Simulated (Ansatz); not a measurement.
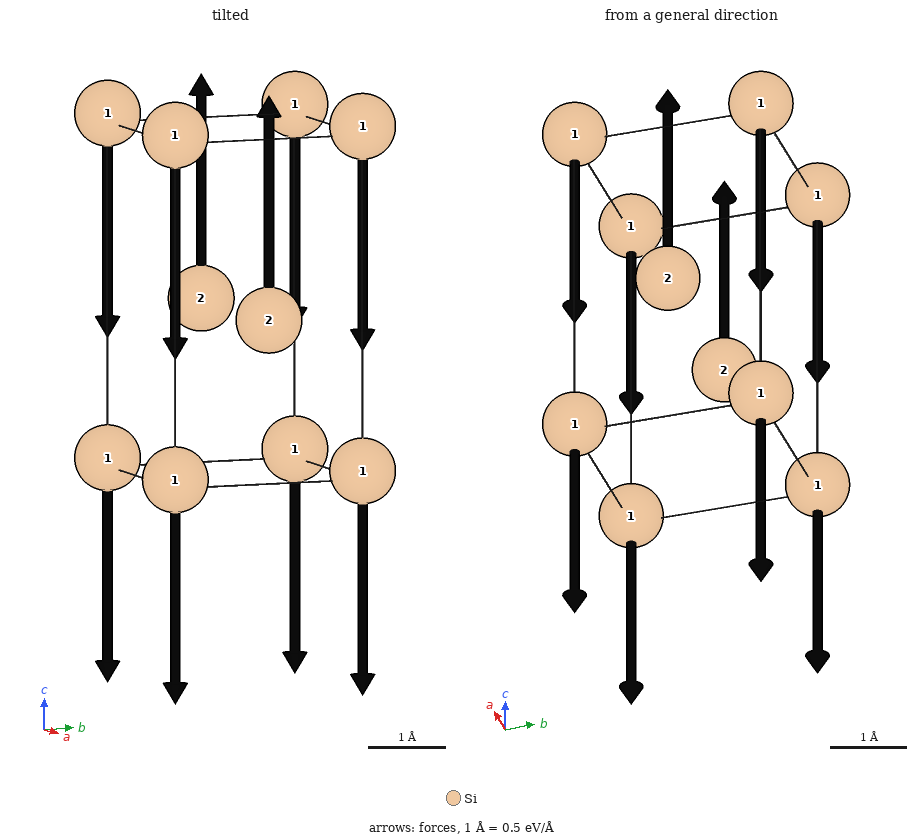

The image is a spheres-only drawing of a crystal, viewed slightly off an axis and from a general direction. The simulation cell is drawn as a box. The arrows are the computed forces on the atoms.

System: Si. Setup: Ansatz, DFT LDA, scalar-relativistic, plane waves, PAW; cutoff 420 eV, k-points on a 24×22×14 grid, Gaussian smearing of 0.15 eV, no spin polarisation.

Question: Is the structure at a minimum of the energy?

Answer: No. The atoms still feel forces of up to about 1.3 eV/Å, far above a usual threshold of 0.01 to 0.03 eV/Å.

Question: On which atom is the force largest?

Answer: Si1 and Si2, about 1.3 eV/Å.

It goes back to a structure listed in the Materials Project. The cell was then strained or its atoms displaced on purpose. A calculation with Ansatz used it as input.
